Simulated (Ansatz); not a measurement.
# Ga2O: what the fields show

Input

```
crystal:
  lattice:
    - [2.9822843167, 0.0, 0.0]
    - [-1.4911421584, 2.5827339796, 0.0]
    - [0.0, 0.0, 11.1363582007]
  atoms:
    - { symbol: Ga, position: [0.0, 0.0, 0.3900899615] }
    - { symbol: Ga, position: [0.0, 0.0, 0.6099100385] }
    - { symbol: Ga, position: [0.6666666667, 0.3333333333, 0.1034589516] }
    - { symbol: Ga, position: [0.3333333333, 0.6666666667, 0.8965410484] }
    - { symbol: O, position: [0.6666666667, 0.3333333333, 0.3085546212] }
    - { symbol: O, position: [0.3333333333, 0.6666666667, 0.6914453788] }
basis:
  ecutwfc: 420
kpoints:
  mp_grid: { grid: [12, 12, 4] }
hamiltonian:
  xc: pbe
scf:
  occupations: { method: fermi_dirac, width: 0.15 }
output:
  forces: true
  stress: true
  eigenvalues: true
  write_density: true
  write_potential: true
  elf: true
  volumetric_format: npy
relax:
  adjacent_minimum: "off"
  f_tol: 0.001
  max_steps: 60
  cell: { stress_tol: 0.02, p_target: 25.0 }
```

Command:

```sh
ansatz run input.yaml --threads 2 --pin off --max-ram 6144MiB --backend cpu --events-out ev --progress --plain --runs-dir out
```

Below, planes, directions and counts refer to the conventional cell (a = 2.82 Å, b = 2.82 Å, c = 10.70 Å, α = 90.00°, β = 90.00°, γ = 120.00°).

The fields are those of the run's last geometry, not of the input's.

Space group P-3m1; computed pressure about 25 GPa in this cell.

Computed with DFT PBE, scalar-relativistic, plane waves, PAW in Ansatz 0.2.0.

The density is the valence pseudo-density of a PAW calculation; it isn't the true density close to the nuclei.

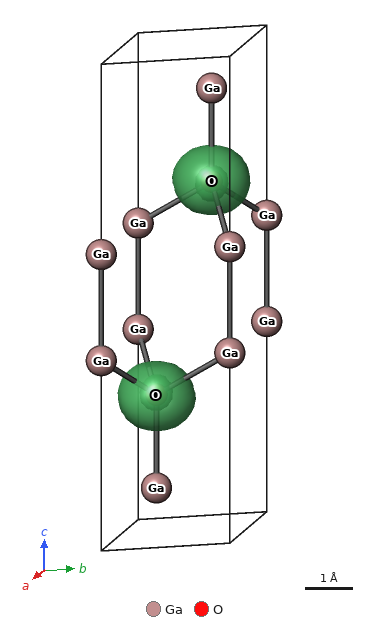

Figure 1. Isosurface of the electron localisation function at 0.7 (green), seen slightly off an axis. Only the valence region is drawn (cores and ρ < 0.01 e/Å³ removed). Sticks mark near contacts.

### What do the ELF domains correspond to?

At this value the surface marks out two regions wrapped around O (the valence shell of each), counted in one cell of 6 atoms. Any copies at cell faces, edges or corners count once.


Ga–O (1.93 Å): the ELF peaks at about 0.80 in the valence shell of O, 0.6 Å from its nucleus, and is about 0.35 at the midpoint. Ga–Ga (2.33 Å): the ELF reaches about 0.60 near the midpoint.

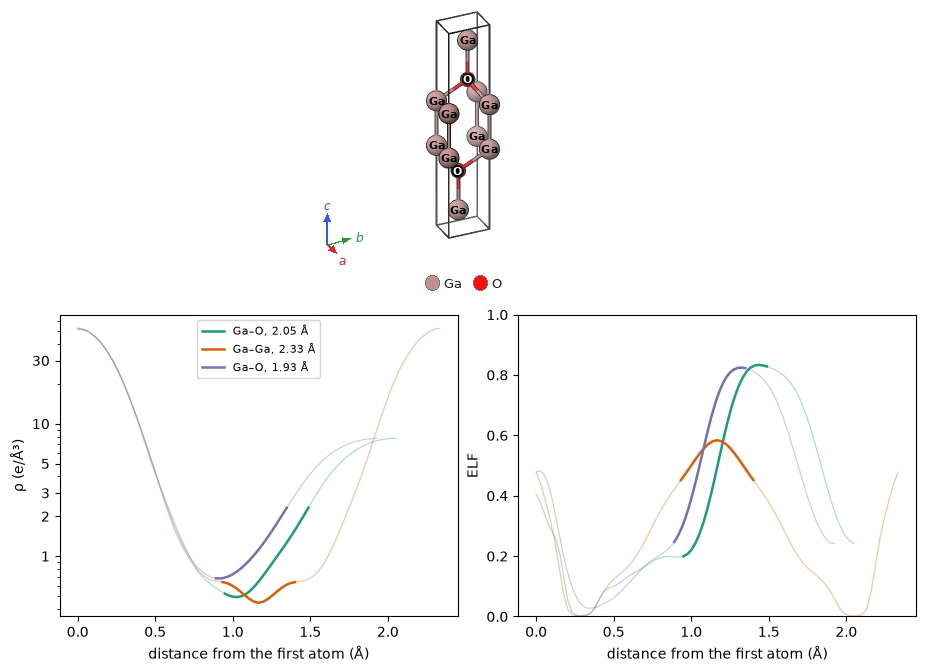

Figure 2. Valence electron density and electron localisation function along straight lines between neighbouring atoms. Thin, pale parts lie inside the atomic spheres. The structure is drawn too.

### What can be read from the curves?

Ga–O (2.05 Å): the density is about 0.49 e/Å³ at the midpoint; the ELF peaks at about 0.85 in the valence shell of O, 0.6 Å from its nucleus, and is about 0.25 at the midpoint: no shared electron pair shows on this line.
Ga–Ga (2.33 Å): the density is about 0.44 e/Å³ at the midpoint; the ELF reaches about 0.60 near the midpoint.
Ga–O (1.93 Å): the density is about 0.7 e/Å³ at the midpoint; the ELF peaks at about 0.80 in the valence shell of O, 0.6 Å from its nucleus, and is about 0.35 at the midpoint.

### Does the calculation make it a metal, or give it a gap?

It is gapless in this calculation (a metal or semimetal).
